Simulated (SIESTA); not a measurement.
## MnO: 7 runs along one coordinate

System: MnO (4 atoms in the cell).
Method: Kohn-Sham DFT of a periodic cell, PBEsol, DFT+U, PseudoDojo 0.5 standard, converted to PSML, spin-polarised (SIESTA 5.4.2).

The 7 runs differ only in the geometry, by an even scaling of the cell at fixed fractional positions. The structure derives from an entry of the Crystallography Open Database.

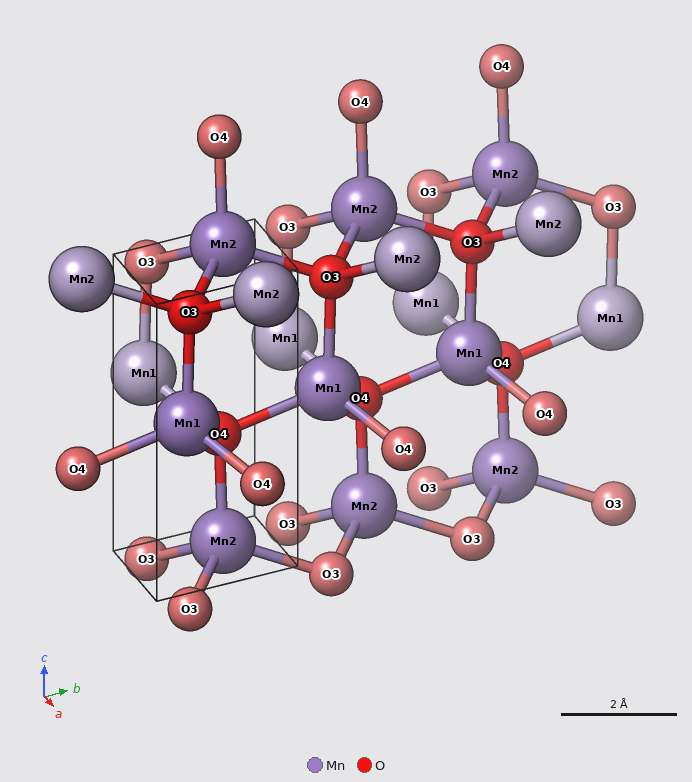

Figure 1. The structure of run 4 (ball-and-stick view of the cell of the calculation, repeated 1 × 3 × 1, seen slightly off an axis; neighbours outside the cell are drawn fainter; atoms are numbered from 1 in the order of the input).

**Input of run 4**
```
SystemName                      MnO
SystemLabel                     MnO
NumberOfSpecies                 2
NumberOfAtoms                   4
%block ChemicalSpeciesLabel
  1  25 Mn
  2   8 O
%endblock ChemicalSpeciesLabel

LatticeConstant                 1.0 Ang
%block LatticeVectors
     3.3717000000     0.0000000000     0.0000000000
    -1.6858500000     2.9199778539     0.0000000000
     0.0000000000     0.0000000000     5.3855000000
%endblock LatticeVectors
AtomicCoordinatesFormat         Fractional
%block AtomicCoordinatesAndAtomicSpecies
     0.6513910000     0.3205990000     0.5031260000  1  Mn
     0.3373200000     0.6723690000     0.0120570000  1  Mn
     0.6649990000     0.3392700000     0.8767860000  2  O
     0.3208640000     0.6515760000     0.3727460000  2  O
%endblock AtomicCoordinatesAndAtomicSpecies

%block kgrid.MonkhorstPack
    9   0   0  0.0
    0   9   0  0.0
    0   0   5  0.0
%endblock kgrid.MonkhorstPack
XC.Functional                   GGA
XC.Authors                      PBEsol
PAO.BasisSize                   SZP
PAO.EnergyShift                 0.002 Ry
Mesh.Cutoff                     800 Ry
Spin                            polarized
%block DM.InitSpin
    1   4.000
    2  -4.000
    3   0.000
    4   0.000
%endblock DM.InitSpin
DFTU.ProjectorGenerationMethod  1
%block DFTU.Proj
  Mn 1
  n=3 2
  6.20 0.00
  0.0
%endblock DFTU.Proj
DFTU.FirstIteration             true
OccupationFunction              FD
ElectronicTemperature           0.05 eV
MaxSCFIterations                200
SCF.MustConverge                false
SCF.Mixer.Method                Pulay
SCF.Mixer.Weight                0.1
SCF.Mixer.History               10
SCF.DM.Tolerance                5.0e-05
SCF.H.Tolerance                 1.0e-03 eV
WriteForces                     true
Charge.Mulliken                 end
```

Command:
```bash
siesta < MnO.fdf > MnO.out 2>&1
```

Lattice vectors (Å) and fractional positions of run 4:
```
   3.371700    0.000000    0.000000
  -1.685850    2.919978    0.000000
   0.000000    0.000000    5.385500
Mn  0.651391  0.320599  0.503126
Mn  0.337320  0.672369  0.012057
O   0.664999  0.339270  0.876786
O   0.320864  0.651576  0.372746
```

Run 3 differs from it as follows:
```diff
-     3.3717000000     0.0000000000     0.0000000000
-    -1.6858500000     2.9199778539     0.0000000000
-     0.0000000000     0.0000000000     5.3855000000
+     3.3490704591     0.0000000000     0.0000000000
+    -1.6745352295     2.9003800966     0.0000000000
+     0.0000000000     0.0000000000     5.3493546156
```

**Results, with one run withheld**

| run | volume per atom (Å³) | free energy per atom, from the lowest run given (meV) | pressure (GPa) | gap on the mesh (eV) |
| --- | --- | --- | --- | --- |
| 1 | 12.460 | 79.07 | 17.77 | 1.08 |
| 2 | 12.725 | 52.89 | 13.96 | 1.07 |
| 3 | 12.990 | ? | ? | ? |
| 4 | 13.255 | 17.61 | 7.53 | 1.05 |
| 5 | 13.521 | 7.53 | 4.73 | 1.04 |
| 6 | 13.786 | 1.77 | 2.26 | 1.03 |
| 7 | 14.051 | 0.00 | −0.10 | 1.02 |

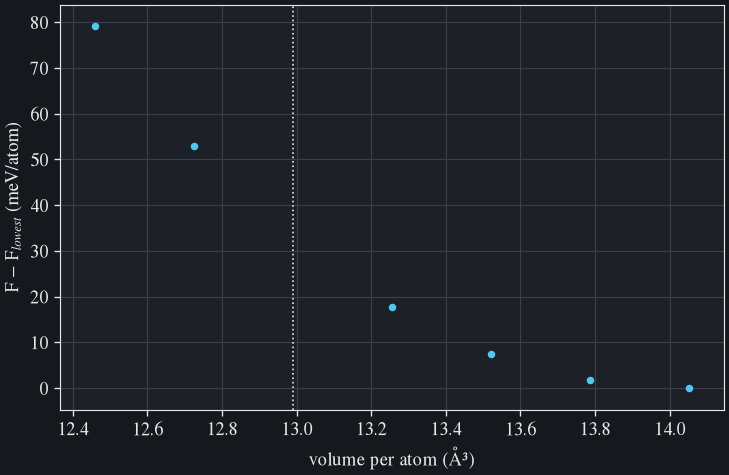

Figure 2. Free energy per atom of the runs given; the dotted line marks run 3.

Estimate the energy of run 3 from the others.

A cubic polynomial in V^(−2/3) (the Birch–Murnaghan form), fitted to the 6 runs given, misses them by at most 0.03 meV per atom. With x = V^(−2/3) − 0.17832 Å⁻², it reads F = 16.487 + 5055.5 x + 3.8935e+05 x² + 2.7268e+05 x³ (meV per atom). At run 3 it gives 32.59 meV per atom, and the run itself gives 32.60. The slope of the fit gives a pressure −dF/dV of 10.60 GPa there, and the run prints 10.63 GPa. The fit has its minimum at 14.045 Å³ per atom, where V d²F/dV² gives 115 GPa. Cell shape and fractional positions are held, so this is the stiffness under even scaling; the relaxed bulk modulus wasn't computed. The gap on the mesh goes, without turning, from 1.08 eV in run 1 to 1.02 eV in run 7; run 3 has 1.06 eV. These are gaps of this functional on this mesh, which can miss the band edges; they aren't the measured gap.

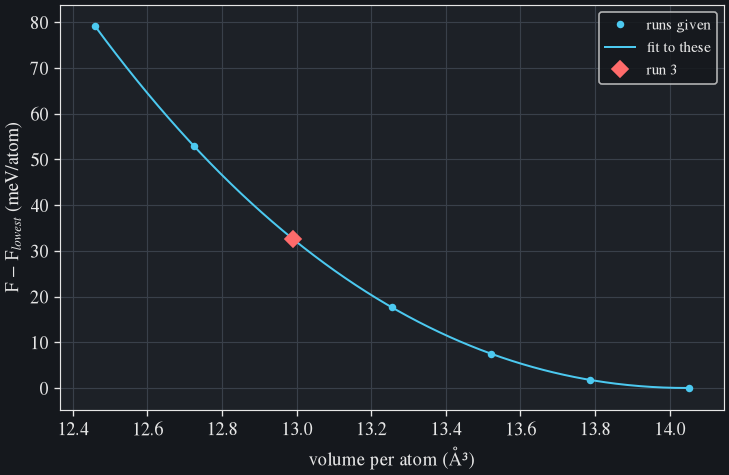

Figure 3. The fit and the withheld run.

**Some lines of the output (run 3)**
```
[...]
outcell: Cell volume (Ang**3)        :     51.9614
stepf: Fermi-Dirac step function
siesta: Etot    =     -6802.391340
siesta: FreeEng =     -6802.391340
        iscf     Eharris(eV)        E_KS(eV)     FreeEng(eV)     dDmax    Ef(eV) dHmax(eV)
siesta: E_KS(eV) =            -6810.3302
siesta: E_KS - E_eggbox =     -6810.3302
siesta: Etot    =     -6810.330248
siesta: FreeEng =     -6810.330248
siesta:         Fermi =      -4.398711
siesta: Cell volume =         51.961370 Ang**3
    Orbital volume contribution        =           2.447609 eV
```

Notes on the run: xc_check: WARNING: Pseudopotential generated with GGA PBE functional. With a small basis of atomic orbitals these values can differ much from converged plane-wave results.
